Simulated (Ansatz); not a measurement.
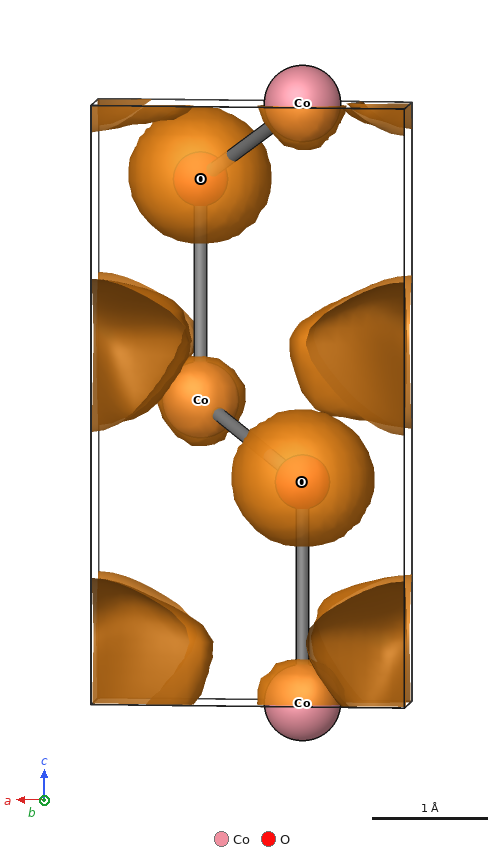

*CoO. Density of the Kohn–Sham states from +1.1 to +1.7 eV about the valence-band maximum (the bottom of the conduction band), scaled to one electron a cell: orange surface at 0.03 1/Å³, in the conventional cell seen at an oblique angle.*

Space group P3m1; the calculation finds a residual pressure of about 10 GPa at this fixed cell; spin-polarised. Net moment 0.0 μB in the 4-atom cell of the calculation; other magnetic orders weren't tried. Effective Hubbard U: 3.3 eV on Co d. The cell comes from a database of computed structures, not from a measurement.

Computed with DFT PBE+U, scalar-relativistic, plane waves, PAW (Ansatz).

Core electrons are frozen (PAW), so the fields are smoothed inside the atomic spheres.

```xyz
4
Lattice="3.1976 0.0000 0.0000 -1.5988 2.7692 0.0000 0.0000 0.0000 5.2287" Properties=species:S:1:pos:R:3 pbc="T T T"
Co    0.0000    1.8462    0.0181
Co    1.5988    0.9231    2.6319
O     0.0000    1.8462    1.9430
O     1.5988    0.9231    4.5571
```

**What is the character of these states?**

Löwdin projections on the PAW files' atomic orbitals give Co 4s (60 %) and O 2s (30 %). In space (atomic cells sized by Bader volumes) the density divides as O about 55 % and Co about 45 %. The two measures disagree here: the projection uses a minimal set of atomic orbitals, while the spatial cells share out diffuse density by volume. It nearly vanishes midway along the shortest Co–O contact. Up and down spins contribute about equally.

Cost of the run: 2 min on 2 threads of Arm Neoverse N1 (shared host), peak memory 1.6 GiB.
